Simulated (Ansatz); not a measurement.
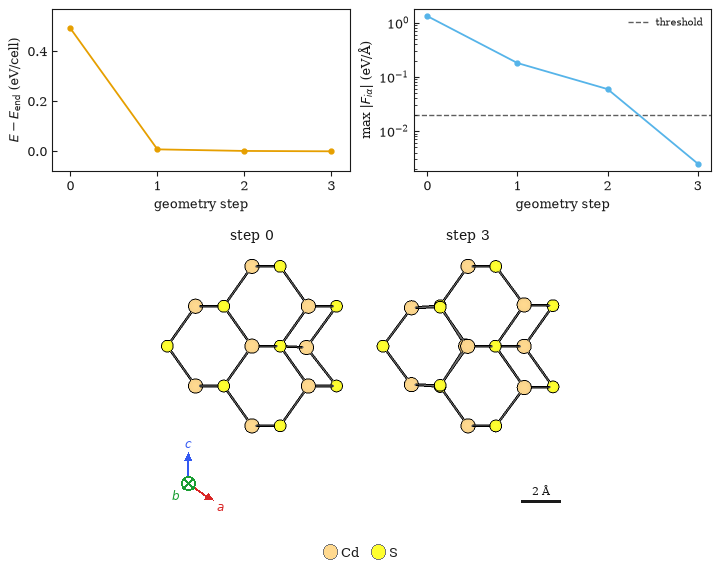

First and last geometry of a relaxation of a defect cell of composition Cd$_{9}$S$_{8}$, with the history of the run. The picture is a ball-and-stick view of the atoms within 5.0 Å of the atom that moves most (axes of the conventional cell (2 times the calculation's cell)), seen along the b axis. Lengths and directions refer to the drawn axes.

Case: Cd interstitial, charge +0, atoms relaxed.

Computed with DFT PBEsol, scalar-relativistic, plane waves, PAW in Ansatz 0.2.0. Settings: plane-wave cutoff 420 eV; k-point mesh 2 × 2 × 2; occupations gaussian; smearing width 0.02 eV; no spin polarisation; atoms relaxed in a fixed cell; force threshold 0.02 eV/Å; at most 60 steps.

> Did the run converge, and what did it change?

It converged. After 3 geometry steps the energy has fallen by 0.492 eV per cell of the calculation. Largest force component: 1.3 eV/Å at the start, 0.0025 eV/Å at the end. The atom that moves furthest is a Cd atom (0.12 Å along [−1 0 −1]). Largest moves by element: Cd 0.12 Å, S 0.06 Å. The cell doesn't change. Some distances before and after: Cd–Cd 2.814 → 3.016 Å, Cd–Cd 2.853 → 3.018 Å, Cd–Cd 2.875 → 3.019 Å, Cd–S 2.454 → 2.574 Å. Bond angles that change, for instance: S–Cd–S 109.5° → 115.3°, S–Cd–S 113.2° → 109.7°, S–Cd–S 105.8° → 109.2°.

Limits of the set-up: the k-point mesh is coarse for a cell with partly filled bands; the periodic images lie only 8.2 Å apart, so the values are limited by the cell's size.
